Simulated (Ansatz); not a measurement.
# ZrB2: relaxation by PAW and LAPW, part 2 of 2

Aim: relax ZrB2 (cell and atoms relaxed from 1.04 times the given volume) with PAW and LAPW. Both runs start alike, so that frozen cores can be judged against all electrons.

Ansatz 0.2.0; DFT PBE; a database cell (COD).

## Step 4: Full-potential LAPW

Contents of input.yaml:

```yaml
crystal:
  lattice:
    - [3.2117153101, 0.0, 0.0]
    - [-1.6058576551, 2.7814270483, 0.0]
    - [0.0, 0.0, 3.5794921737]
  atoms:
    - { symbol: Zr, position: [0.0, 0.0, 0.0] }
    - { symbol: B, position: [0.3333333333, 0.6666666667, 0.5] }
    - { symbol: B, position: [0.6666666667, 0.3333333333, 0.5] }
kpoints:
  mp_grid: { grid: [12, 12, 9] }
scf:
  occupations: { method: fermi_dirac, width: 0.05 }
hamiltonian:
  xc: pbe
  pseudopotentials: { kind: all_electron, lapw: { basis_error: 0.001 } }
output:
  forces: true
  stress: true
relax:
  f_tol: 0.005
  max_steps: 80
  cell: {}
```

On the command line:

```console
$ ansatz run input.yaml --threads 1 --pin off --max-ram 3072MiB --backend cpu --events-out ev --progress --plain --runs-dir out
```

What it wrote:

```text
The last accepted step is kept in <dir> (removed where the run ends without a failure and the disk answers)
LAPW: plane waves up to 8.703 Å⁻¹, error target 1.0e-3 eV per atom; small_component_spin mean_spin; B in spheres of 0.899 Å, 5 of its electrons in bands, Dirac shells []; Zr in spheres of 1.229 Å, 30 of its electrons in bands, Dirac shells []
Engine: ansatz 0.2.0
Pseudopotentials: kind: all_electron
Pseudopotential: Zr, LAPW, valence charge 30, Koelling and Harmon's equation, gaussian nucleus
Pseudopotential: B, LAPW, valence charge 5, Koelling and Harmon's equation, gaussian nucleus
Functional definition: PBE
  parameter kappa = 0.804
  parameter beta = 0.06672455060314922
  exchange = pbe_x(kappa = kappa, mu = beta*pi^2/3)
  correlation = pbe_c(beta = beta)
Crystal: 3 atoms, lattice volume = 31.976 Å³
Basis set: ecut = 288.59184496741904 eV, 363 PW (Γ), exchange–correlation at level 2
Bands: 24, of which v1, the nominal top of the filled ones, is band 20 counted from 1 (19 counted from 0)
Symmetry: 24 space group operations
Space group: P6/mmm (ITA 191), of the structure as read, at distance tolerance 3.2e-5 Å
k-points: 95 of 1296
Non-local potential: Zr, projectors of the file, none
Non-local potential: B, projectors of the file, none
Initial density: superposition of atomic densities (chi_scale 0.1, normalization cell, long waves kept (reshape's long-wave potential 0.00 eV rms))
Initial wavefunctions: plane waves of lowest kinetic energy (no species holds an atomic orbital)
Functional: x = pbe(κ = 0.804, μ = 0.2195149727645171), c = pbe(β = 0.06672455060314922)
iter 1 solved again at ethr=7.63e-3 eV; its pass at ethr=1.00e-1 eV (dr2=3.05e0 eV) is discarded
SCF iter   1: F=—  HF=-99283.585807 eV  |F-HF|=—  |Δ(HF+E_count)|=         —  Δρ=6.83e-2  dr2=3.06e0  ethr=7.63e-3  ⟨swp⟩=2.0  Hψ=14942  notcnv=0
preconditioner: auto → none  [metal: Δε(μ)=0.105 eV  Ē_g=16.859 eV  σ=0.050 eV  W_gap=0.47  n_scr=8 (ndim 8)  ℏωp=26.3 eV  f_vac=0.000  D(μ)=0.22/eV (n_scr^D=0)  sad-step TF]
SCF iter   2: F=—  HF=-99282.739613 eV  |F-HF|=—  |Δ(HF+E_count)|=   8.46e-1  Δρ=3.56e-2  dr2=8.23e-1  ethr=7.63e-3  ⟨swp⟩=2.2  Hψ=6193  notcnv=0
iter 3 solved again at ethr=1.29e-4 eV; its pass at ethr=2.06e-3 eV (dr2=5.17e-2 eV) is discarded
SCF iter   3: F=—  HF=-99282.544768 eV  |F-HF|=—  |Δ(HF+E_count)|=   1.95e-1  Δρ=9.43e-3  dr2=5.17e-2  ethr=1.29e-4  ⟨swp⟩=2.0  Hψ=11958  notcnv=0
SCF iter   4: F=—  HF=-99282.523604 eV  |F-HF|=—  |Δ(HF+E_count)|=         —  Δρ=2.07e-3  dr2=6.96e-4  ethr=1.29e-4  ⟨swp⟩=3.0  Hψ=7106  notcnv=0
the basis was enlarged: its passes take 60.2 KiB over the memory plan, 1 of 1 planned eigensolver slots
SCF iter   5: F=—  HF=-99282.522609 eV  |F-HF|=—  |Δ(HF+E_count)|=   9.95e-4  Δρ=7.24e-4  dr2=1.67e-4  ethr=1.74e-6  ⟨swp⟩=3.0  Hψ=6823  notcnv=0
SCF iter   6: F=—  HF=-99282.522613 eV  |F-HF|=—  |Δ(HF+E_count)|=   3.87e-6  Δρ=1.00e-4  dr2=3.65e-6  ethr=4.17e-7  ⟨swp⟩=2.9  Hψ=6542  notcnv=0
SCF iter   7: F=-99282.522613 eV  HF=-99282.522613 eV  |F-HF|=2.13e-8  |Δ(HF+E_count)|=   3.55e-7  Δρ=9.22e-6  dr2=2.14e-8  ethr=9.13e-9  ⟨swp⟩=3.0  Hψ=6717  notcnv=0
SCF 1 converged in 7 iterations: F = -99282.522613 eV  dr2 = 2.14e-8
relax step   1: F+E_penalty+E_count = -99282.52261305 eV  Δ(F+E_penalty+E_count) = +0.000e0 eV  max|allowed force component| = 1.234e-16 eV/Å  Δτ_max = 0.0000 Å  P = -8.016 GPa  Ω = 31.976 Å³  (7 SCF iters, accepted)
Crystal: 3 atoms, lattice volume = 30.310 Å³
Basis set: ecut = 299.0708456481998 eV, 363 PW (Γ), exchange–correlation at level 2
Initial density: handed on by an earlier stage of this run
Initial wavefunctions: those handed on with the density
iter 1 solved again at ethr=7.16e-6 eV; its pass at ethr=1.00e-1 eV (dr2=2.86e-3 eV) is discarded
SCF iter   1: F=—  HF=-99282.541187 eV  |F-HF|=—  |Δ(HF+E_count)|=         —  Δρ=2.49e-3  dr2=2.82e-3  ethr=7.16e-6  ⟨swp⟩=4.0  Hψ=12056  notcnv=0
preconditioner: auto → none  [metal: Δε(μ)=0.180 eV  Ē_g=8.973 eV  σ=0.050 eV  W_gap=0.47  n_scr=8 (ndim 8)  ℏωp=21.3 eV  f_vac=0.000  D(μ)=0.23/eV (n_scr^D=0)]
iter 2 solved again at ethr=6.72e-7 eV; its pass at ethr=7.05e-6 eV (dr2=2.69e-4 eV) is discarded
SCF iter   2: F=—  HF=-99282.540331 eV  |F-HF|=—  |Δ(HF+E_count)|=   8.56e-4  Δρ=8.58e-4  dr2=2.69e-4  ethr=6.72e-7  ⟨swp⟩=2.0  Hψ=11403  notcnv=0
SCF iter   3: F=—  HF=-99282.540226 eV  |F-HF|=—  |Δ(HF+E_count)|=   1.05e-4  Δρ=4.43e-4  dr2=5.18e-5  ethr=6.72e-7  ⟨swp⟩=3.0  Hψ=6620  notcnv=0
SCF iter   4: F=—  HF=-99282.540226 eV  |F-HF|=—  |Δ(HF+E_count)|=   8.48e-7  Δρ=2.02e-4  dr2=1.06e-5  ethr=1.29e-7  ⟨swp⟩=2.0  Hψ=6277  notcnv=0
SCF iter   5: F=—  HF=-99282.540224 eV  |F-HF|=—  |Δ(HF+E_count)|=   1.38e-6  Δρ=4.68e-5  dr2=5.01e-7  ethr=2.64e-8  ⟨swp⟩=3.0  Hψ=6510  notcnv=0
SCF iter   6: F=-99282.540224 eV  HF=-99282.540224 eV  |F-HF|=1.16e-10  |Δ(HF+E_count)|=   6.02e-9  Δρ=5.31e-6  dr2=5.48e-9  ethr=1.25e-9  ⟨swp⟩=3.0  Hψ=6610  notcnv=0
SCF 2 converged in 6 iterations: F = -99282.540224 eV  dr2 = 5.48e-9
relax step   2: F+E_penalty+E_count = -99282.54022417 eV  Δ(F+E_penalty+E_count) = -1.761e-2 eV  max|allowed force component| = 6.785e-17 eV/Å  Δτ_max = 0.0000 Å  P = +4.188 GPa  Ω = 30.310 Å³  (6 SCF iters, accepted)
Crystal: 3 atoms, lattice volume = 30.851 Å³
Basis set: ecut = 295.56389115563866 eV, 363 PW (Γ), exchange–correlation at level 2
iter 1 solved again at ethr=1.94e-6 eV; its pass at ethr=1.00e-1 eV (dr2=7.76e-4 eV) is discarded
SCF iter   1: F=—  HF=-99282.551412 eV  |F-HF|=—  |Δ(HF+E_count)|=         —  Δρ=1.59e-3  dr2=6.94e-4  ethr=1.94e-6  ⟨swp⟩=4.3  Hψ=12839  notcnv=0
preconditioner: auto → none  [metal: Δε(μ)=0.072 eV  Ē_g=8.825 eV  σ=0.050 eV  W_gap=0.32  n_scr=8 (ndim 8)  ℏωp=21.1 eV  f_vac=0.000  D(μ)=0.23/eV (n_scr^D=0)]
SCF iter   2: F=—  HF=-99282.551162 eV  |F-HF|=—  |Δ(HF+E_count)|=   2.50e-4  Δρ=6.23e-4  dr2=8.91e-5  ethr=1.73e-6  ⟨swp⟩=2.1  Hψ=6347  notcnv=0
SCF iter   3: F=—  HF=-99282.551157 eV  |F-HF|=—  |Δ(HF+E_count)|=   4.21e-6  Δρ=2.36e-4  dr2=2.72e-5  ethr=2.23e-7  ⟨swp⟩=3.0  Hψ=6729  notcnv=0
iter 4 solved again at ethr=2.28e-9 eV; its pass at ethr=6.80e-8 eV (dr2=9.11e-7 eV) is discarded
SCF iter   4: F=—  HF=-99282.551149 eV  |F-HF|=—  |Δ(HF+E_count)|=   8.69e-6  Δρ=6.78e-5  dr2=9.11e-7  ethr=2.28e-9  ⟨swp⟩=2.0  Hψ=11349  notcnv=0
SCF iter   5: F=-99282.551149 eV  HF=-99282.551149 eV  |F-HF|=1.24e-9  |Δ(HF+E_count)|=   1.98e-8  Δρ=7.67e-6  dr2=9.53e-9  ethr=2.28e-9  ⟨swp⟩=2.0  Hψ=6341  notcnv=0
SCF 3 converged in 5 iterations: F = -99282.551149 eV  dr2 = 9.53e-9
relax step   3: F+E_penalty+E_count = -99282.55114871 eV  Δ(F+E_penalty+E_count) = -1.092e-2 eV  max|allowed force component| = 8.018e-17 eV/Å  Δτ_max = 0.0000 Å  P = +0.089 GPa  Ω = 30.851 Å³  (5 SCF iters, accepted)
Crystal: 3 atoms, lattice volume = 30.876 Å³
Basis set: ecut = 295.4048927582226 eV, 363 PW (Γ), exchange–correlation at level 2
iter 1 solved again at ethr=3.46e-7 eV; its pass at ethr=1.00e-1 eV (dr2=1.38e-4 eV) is discarded
SCF iter   1: F=—  HF=-99282.551930 eV  |F-HF|=—  |Δ(HF+E_count)|=         —  Δρ=6.63e-4  dr2=1.58e-4  ethr=3.46e-7  ⟨swp⟩=4.1  Hψ=12358  notcnv=0
preconditioner: auto → none  [metal: Δε(μ)=0.070 eV  Ē_g=8.818 eV  σ=0.050 eV  W_gap=0.31  n_scr=8 (ndim 8)  ℏωp=21.1 eV  f_vac=0.000  D(μ)=0.23/eV (n_scr^D=0)]
SCF iter   2: F=—  HF=-99282.551883 eV  |F-HF|=—  |Δ(HF+E_count)|=   4.65e-5  Δρ=2.38e-4  dr2=2.48e-5  ethr=3.46e-7  ⟨swp⟩=3.0  Hψ=6754  notcnv=0
SCF iter   3: F=—  HF=-99282.551880 eV  |F-HF|=—  |Δ(HF+E_count)|=   3.54e-6  Δρ=1.19e-4  dr2=3.97e-6  ethr=6.21e-8  ⟨swp⟩=3.0  Hψ=6656  notcnv=0
SCF iter   4: F=—  HF=-99282.551879 eV  |F-HF|=—  |Δ(HF+E_count)|=   8.62e-7  Δρ=5.25e-5  dr2=7.15e-7  ethr=9.91e-9  ⟨swp⟩=2.0  Hψ=6343  notcnv=0
iter 5 solved again at ethr=7.90e-11 eV; its pass at ethr=1.79e-9 eV (dr2=3.16e-8 eV) is discarded
SCF iter   5: F=-99282.551879 eV  HF=-99282.551879 eV  |F-HF|=1.39e-8  |Δ(HF+E_count)|=   1.72e-7  Δρ=1.12e-5  dr2=3.15e-8  ethr=7.90e-11  ⟨swp⟩=2.0  Hψ=11087  notcnv=0
SCF 4 converged in 5 iterations: F = -99282.551879 eV  dr2 = 3.15e-8
relax step   4: F+E_penalty+E_count = -99282.55187887 eV  Δ(F+E_penalty+E_count) = -7.302e-4 eV  max|allowed force component| = 1.604e-16 eV/Å  Δτ_max = 0.0000 Å  P = -0.197 GPa  Ω = 30.876 Å³  (5 SCF iters, accepted)
Crystal: 3 atoms, lattice volume = 30.852 Å³
Basis set: ecut = 295.56301462337916 eV, 363 PW (Γ), exchange–correlation at level 2
iter 1 solved again at ethr=4.85e-9 eV; its pass at ethr=1.00e-1 eV (dr2=1.94e-6 eV) is discarded
SCF iter   1: F=—  HF=-99282.551896 eV  |F-HF|=—  |Δ(HF+E_count)|=         —  Δρ=7.62e-5  dr2=2.72e-6  ethr=4.85e-9  ⟨swp⟩=4.9  Hψ=12323  notcnv=0
preconditioner: auto → none  [metal: Δε(μ)=0.072 eV  Ē_g=8.827 eV  σ=0.050 eV  W_gap=0.32  n_scr=8 (ndim 8)  ℏωp=21.1 eV  f_vac=0.000  D(μ)=0.23/eV (n_scr^D=0)]
SCF iter   2: F=—  HF=-99282.551900 eV  |F-HF|=—  |Δ(HF+E_count)|=   3.63e-6  Δρ=2.54e-5  dr2=3.92e-7  ethr=4.85e-9  ⟨swp⟩=3.0  Hψ=6816  notcnv=0
SCF iter   3: F=-99282.551900 eV  HF=-99282.551900 eV  |F-HF|=2.12e-8  |Δ(HF+E_count)|=   1.58e-7  Δρ=1.17e-5  dr2=4.06e-8  ethr=9.81e-10  ⟨swp⟩=3.0  Hψ=6663  notcnv=0
SCF 5 converged in 3 iterations: F = -99282.551900 eV  dr2 = 4.06e-8
relax step   5: F+E_penalty+E_count = -99282.55189961 eV  Δ(F+E_penalty+E_count) = -2.073e-5 eV  max|allowed force component| = 1.419e-16 eV/Å  Δτ_max = 0.0000 Å  P = -0.002 GPa  Ω = 30.852 Å³  (3 SCF iters, accepted)
iter 1 solved again at ethr=9.62e-11 eV; its pass at ethr=1.00e-1 eV (dr2=3.85e-8 eV) is discarded
SCF iter   1: F=—  HF=-99282.551896 eV  |F-HF|=—  |Δ(HF+E_count)|=         —  Δρ=1.19e-5  dr2=4.04e-8  ethr=9.62e-11  ⟨swp⟩=4.2  Hψ=12879  notcnv=0  reapply=9
preconditioner: auto → none  [metal: Δε(μ)=0.072 eV  Ē_g=8.826 eV  σ=0.050 eV  W_gap=0.31  n_scr=8 (ndim 8)  ℏωp=21.1 eV  f_vac=0.000  D(μ)=0.23/eV (n_scr^D=0)]
SCF iter   2: F=-99282.551900 eV  HF=-99282.551900 eV  |F-HF|=4.80e-10  |Δ(HF+E_count)|=   4.35e-6  Δρ=4.46e-6  dr2=5.74e-9  ethr=9.62e-11  ⟨swp⟩=3.0  Hψ=6823  notcnv=0
SCF 6 converged in 2 iterations: F = -99282.551900 eV  dr2 = 5.74e-9
relax step   6: F+E_penalty+E_count = -99282.55190017 eV  Δ(F+E_penalty+E_count) = -5.599e-7 eV  max|allowed force component| = 1.696e-16 eV/Å  Δτ_max = 0.0000 Å  P = -0.000 GPa  Ω = 30.852 Å³  stress off target by 3.06e-3 GPa  SCF on the basis re-selected at this cell (its energy is not comparable with the rows above)  (2 SCF iters)
basis re-selected at this cell: Δ(F+E_penalty+E_count) = -5.599e-7 eV, ΔP = +0.002 GPa vs the last step (what re-selecting the basis moved, after the strain that the cell walked since its last selection, with what the two solves' SCF thresholds leave and, on support functions, any second-order correction that the steps lacked; it is no measure of the basis error at this ecutwfc). This SCF's stress stands 3.06e-3 GPa from its target on what of the cell is left free (relax.cell.stress_tol is 5.00e-2 GPa) and its largest allowed force component is 1.70e-16 eV/Å (relax.f_tol is 5.00e-3 eV/Å): within both
SCF converged after 2 iterations
Free energy (F): -99282.551900 eV
Harris-Foulkes:  -99282.551900 eV  (|F-HF|=4.80e-10)
Internal energy: -99282.549941 eV  (E = F + TS)
E sigma→0 (E₀):  -99282.550920 eV
Entropy (-TS):   -0.001960 eV (-0.653 meV/atom)
Fermi energy:    17.297129 eV
--- Per-component energies (eV) ---
  E_band       = -4663.600086
  E_kinetic    = 102498.125753
  E_xc         = -3335.427159
  E_electrostatic = -198445.248535  (all electrons and nuclei)
  E_smearing   = -0.001960  (= −TS)
  E_closure    = 0.000000  (closes the sum)
  E_atoms      = -99258.785664  (free atoms, spherical and without spin; not in F)
  Σ components = -99282.551900   (vs F -99282.551900, Δ=0.00e0)
  Basis errors (estimates in eV, not in F): energy 5.5e-4 per atom: plane waves 5.0e-4 (2.9e-4 summed), levels above the bands 1.4e-18, relativity 1.8e-8, radial functions 4.2e-5, core shells 6.5e-12; eigenvalues (radial functions only) 3.7e-6; not estimated: angular momenta, meshes, grids; target (lapw.basis_error) 1.0e-3; muffin-tin radii B 0.889 Å, Zr 1.214 Å
--- Forces (eV/Å), atoms counted from 1 ---
  atom   1  Zr     0.00000000     0.00000000     0.00000000
  atom   2  B     -0.00000000    -0.00000000    -0.00000000
  atom   3  B      0.00000000     0.00000000     0.00000000
  max |Σ_I F_I| component: 1.85e-17 eV/Å
--- Stress (GPa, compression-positive) ---
       -0.001545       0.000000       0.000000
        0.000000      -0.001545       0.000000
        0.000000       0.000000       0.003056
  P = ⅓ Tr σ = -0.0000 GPa (-0.000 kbar)
--- Relaxed structure (5 steps of the walk, 5 accepted, 1 SCFs on fresh bases) ---
  F+E_penalty+E_count = -99282.55190017 eV   max|allowed force component| = 1.696e-16 eV/Å   (the final SCF, on the basis selected at the relaxed cell)
  cell:  # Å, volume = 30.8516 Å³
    - [3.170632182086361, 2.8498173122166095e-11, 1.624005780044784e-34]
    - [-1.5853160910678605, 2.745848015729028, -1.087877593324202e-35]
    - [-3.619944745024996e-34, 9.04986186256249e-35, 3.543681856078662]
  atoms:
    - { symbol: Zr, position: [3.449739016330747e-33, -6.15488991668684e-35, 3.862532075077433e-35] }
    - { symbol: B, position: [0.3333333333333333, 0.6666666666666665, 0.4999999999999999] }
    - { symbol: B, position: [0.6666666666666666, 0.3333333333333333, 0.4999999999999999] }
```

It took 23 s on 1 thread, shared host.

Step by step:

| step | energy from step 1 (eV/cell) | largest force component (eV/Å) | pressure (GPa) | volume (Å³) |
| --- | --- | --- | --- | --- |
| 1 | 0.0000 | 0.0000 | -8.02 | 31.98 |
| 2 | -0.0176 | 0.0000 | 4.19 | 30.31 |
| 3 | -0.0285 | 0.0000 | 0.09 | 30.85 |
| 4 | -0.0293 | 0.0000 | -0.20 | 30.88 |
| 5 | -0.0293 | 0.0000 | 0.00 | 30.85 |
| 6 | -0.0293 | 0.0000 | 0.00 | 30.85 |

Step 1 is the start. Step 6 repeats the geometry before on a plane-wave basis chosen anew for that cell, so the energy can jump there without any move; the table keeps such jumps.

| input's cell | before | after | change |
| --- | --- | --- | --- |
| a (Å) | 3.212 | 3.171 | -1.3 % |
| b (Å) | 3.212 | 3.171 | -1.3 % |
| c (Å) | 3.579 | 3.544 | -1.0 % |
| volume (Å³/atom) | 10.66 | 10.28 | -3.5 % |

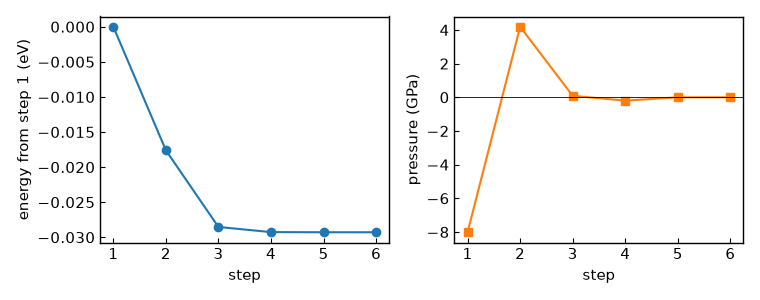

Energy and pressure along the LAPW relaxation.

## Step 5: What came out

This closing draws on all 2 parts. Changes of volume or cell count from the first structure of part 1.

| quantity | value |
| --- | --- |
| PAW: cell | a = 3.171 Å, b = 3.171 Å, c = 3.543 Å, α = 90.00°, β = 90.00°, γ = 120.00° |
| PAW: volume | 10.284 Å³/atom |
| PAW: energy gained | 10.2 meV/atom |
| PAW: accepted moves | 4 |
| PAW: space group | P6/mmm → P6/mmm |
| LAPW: cell | a = 3.171 Å, b = 3.171 Å, c = 3.544 Å, α = 90.00°, β = 90.00°, γ = 120.00° |
| LAPW: volume | 10.284 Å³/atom |
| LAPW: energy gained | 9.8 meV/atom |
| LAPW: accepted moves | 4 |
| LAPW: space group | P6/mmm → P6/mmm |

In words: By PAW the volume changes by -3.5 % in 4 moves, and the energy falls by 10.2 meV/atom. PAW's final volume lies less than 0.01 % from LAPW's, and its energy gain differs from LAPW's by +0.4 meV/atom. LAPW took about 4 times as long as PAW (23 s against 6.2 s, on a shared host and with the outputs that each input asks for).
